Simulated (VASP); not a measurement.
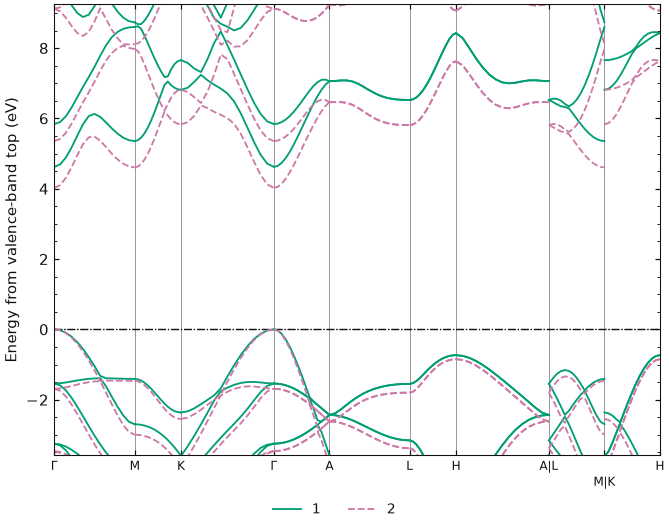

Band structures of AlN, space group P6_3/mmc (No. 194), 4 atoms in the cell (a = 3.301 Å, c = 4.138 Å (hexagonal axes)), by two methods on the same cell. Each is counted from its own valence-band top.

Question: Which curve is which? The methods: TB-mBJ, r2SCAN.

Answer: 1 is TB-mBJ; 2 is r2SCAN. TB-mBJ gives a gap of 4.62 eV along the path and r2SCAN gives a gap of 4.02 eV along the path.

Settings. TB-mBJ: VASP PAW PBE potentials, release 64 (Al, N), no spin polarisation, no spin-orbit coupling, 9×9×6 k mesh, 520 eV cutoff, Gaussian smearing of 0.02 eV (VASP). r2SCAN: VASP PAW PBE potentials, release 64 (Al, N), no spin polarisation, no spin-orbit coupling, 9×9×6 k mesh, 520 eV cutoff, Gaussian smearing of 0.02 eV (VASP).

The PAW data sets were made with another functional. The usual form of AlN is wurtzite. The cell was derived from a database entry in an earlier step, so it needn't be the measured one. TB-mBJ: this is a model potential built to give gaps, with no total energy. LDA, GGA and most meta-GGA functionals understate gaps.
